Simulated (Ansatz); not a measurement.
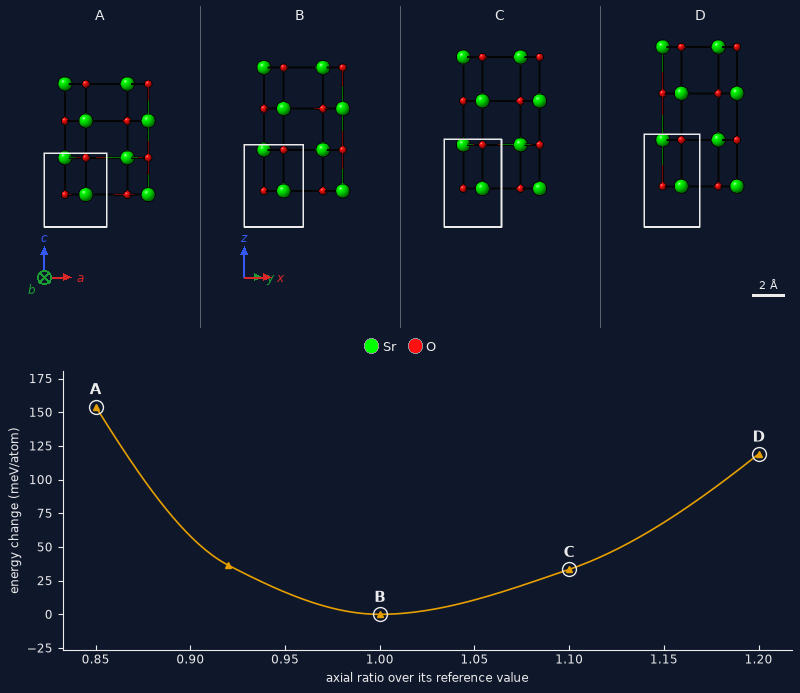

Energy scan for solid SrO (P6_3mc), in which the ratio of the cell's length along z to its lengths across, counted as 1 for the reference, is changed at fixed volume (a c/a path), with the atoms kept at their fractional coordinates. x, y and z are the Cartesian axes of the input. The lettered frames are marked on the plot. Style: ball-and-stick. Shown: the cell of the calculation, repeated 2 × 2 × 2 with one cell outlined, along the b axis.

Method: DFT PBE, scalar-relativistic, plane waves, PAW in Ansatz 0.2.0. Set-up: plane-wave cutoff 420 eV; k-point mesh 9 × 9 × 6; occupations gaussian; smearing width 0.05 eV; no spin polarisation. Energies (free energies at the smearing named) are counted from the cell as listed in its source, which wasn't relaxed.

> What does the scan show?

The lowest computed point lies at the relative ratio 1.00 (0.0 meV/atom). The end points stand at 154.2 meV/atom (0.85) and 119.0 meV/atom (1.20). The unrelaxed reference is under a pressure of 0.9 GPa. The distortion keeps the space group P6_3mc. At the relative ratio 1.20 the cell of the drawing goes a 4.275 → 4.023 Å, b 4.275 → 4.023 Å, c 5.156 → 5.822 Å.

The computed points:

```
axial ratio over its reference value  energy change (meV/atom)
                                0.85                     154.2
                                0.92                      36.5
                                1.00                       0.0
                                1.10                      33.4
                                1.20                     119.0
```
